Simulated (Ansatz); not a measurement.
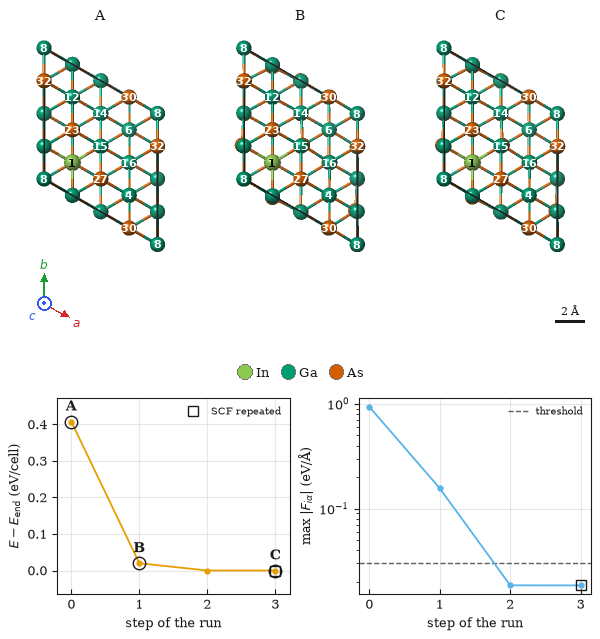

Frames of a relaxation of a defect cell of composition InGa15As16, marked on the history of the run. A ball-and-stick model of the cell of the calculation, seen along the c axis.

Computed with DFT PBEsol, scalar-relativistic, plane waves, PAW (Ansatz 0.2.0).

The input:
```yaml
crystal:
  lattice:
    - [5.6578590059, -5.6578590059, 5.6578590059]
    - [-5.6578590059, -5.6578590059, -5.6578590059]
    - [5.6578590059, 5.6578590059, -5.6578590059]
  atoms:
    - { symbol: In, position: [0.25, 0.25, 0.5] }
    - { symbol: Ga, position: [0.5, 0.25, 0.25] }
    - { symbol: Ga, position: [0.5, 0.0, 0.5] }
    - { symbol: Ga, position: [0.75, 0.25, 0.0] }
    - { symbol: Ga, position: [0.75, 0.0, 0.25] }
    - { symbol: Ga, position: [0.75, 0.75, 0.5] }
    - { symbol: Ga, position: [0.0, 0.25, 0.75] }
    - { symbol: Ga, position: [0.0, 1.0, 0.0] }
    - { symbol: Ga, position: [0.0, 0.75, 0.25] }
    - { symbol: Ga, position: [0.0, 0.5, 0.5] }
    - { symbol: Ga, position: [0.25, 0.0, 0.75] }
    - { symbol: Ga, position: [0.25, 0.75, 0.0] }
    - { symbol: Ga, position: [0.25, 0.5, 0.25] }
    - { symbol: Ga, position: [0.5, 0.75, 0.75] }
    - { symbol: Ga, position: [0.5, 0.5, 0.0] }
    - { symbol: Ga, position: [0.75, 0.5, 0.75] }
    - { symbol: As, position: [0.5, 0.5, 0.75] }
    - { symbol: As, position: [0.75, 0.5, 0.5] }
    - { symbol: As, position: [0.75, 0.25, 0.75] }
    - { symbol: As, position: [0.0, 0.5, 0.25] }
    - { symbol: As, position: [0.0, 0.25, 0.5] }
    - { symbol: As, position: [0.0, 0.0, 0.75] }
    - { symbol: As, position: [0.25, 0.5, 0.0] }
    - { symbol: As, position: [0.25, 0.25, 0.25] }
    - { symbol: As, position: [0.25, 0.0, 0.5] }
    - { symbol: As, position: [0.25, 0.75, 0.75] }
    - { symbol: As, position: [0.5, 0.25, 0.0] }
    - { symbol: As, position: [0.5, 0.0, 0.25] }
    - { symbol: As, position: [0.5, 0.75, 0.5] }
    - { symbol: As, position: [0.75, 0.0, 0.0] }
    - { symbol: As, position: [0.75, 0.75, 0.25] }
    - { symbol: As, position: [0.0, 0.75, 0.0] }
  host:
    lattice:
      - [0.0, 2.828929503, 2.828929503]
      - [2.828929503, 0.0, 2.828929503]
      - [2.828929503, 2.828929503, 0.0]
    atoms:
      - { symbol: Ga, position: [0.0, 0.0, 0.0] }
      - { symbol: As, position: [0.25, 0.25, 0.25] }
basis:
  ecutwfc: 420
  xc_grid: 2
kpoints:
  mp_grid: { grid: [2, 2, 2], shift: [0.5, 0.5, 0.5] }
hamiltonian:
  xc: pbesol
scf:
  occupations: { method: gaussian, width: 0.02 }
output:
  forces: true
  stress: false
  eigenvalues: true
  charged_corrections: { defect_position: [0.25, 0.25, 0.5] }
  write_density: true
  write_potential: true
  elf: true
  volumetric_format: npy
relax:
  adjacent_minimum: "off"
  f_tol: 0.03
  max_steps: 40
```

Run as
```bash
ansatz run input.yaml --threads 8 --pin off --max-ram 16384MiB --backend cpu --events-out ev --progress --plain --runs-dir out
```

Question: Describe the path.

Answer: The largest moves, 0.13 Å, are those of As17, As21, As24 and As25. As17 goes along [1 1 1]. By element the largest moves are As 0.13 Å, Ga 0.03 Å. In stays in place. The cell doesn't change. Among the contacts that change: In1–As17 2.450 → 2.581 Å, Ga10–As21 2.450 → 2.434 Å, Ga10–As18 2.450 → 2.438 Å. Bond angles that change, for instance: As17–Ga15–As31 109.5° → 106.8°, In1–As24–Ga2 109.5° → 107.1°, Ga2–As24–Ga8 109.5° → 111.8°. Over 2 accepted moves (3 points after the start) the energy falls by 0.408 eV per cell of the calculation. The largest force component goes from 0.94 to 0.019 eV/Å. 1 step only repeated the SCF at the same geometry. From step 0 to 1: As atoms move most (0.16 Å), energy −0.388 eV per cell of the calculation. From step 1 to 3: As atoms move most (0.03 Å), energy −19.8 meV per cell of the calculation.

| step | E − E(0), meV/atom | largest force component, eV/Å | note |
| --- | --- | --- | --- |
| 0 | 0.00 | 0.9382 |  |
| 1 | -12.12 | 0.1565 |  |
| 2 | -12.74 | 0.0186 |  |
| 3 | -12.74 | 0.0185 | same geometry, SCF repeated |
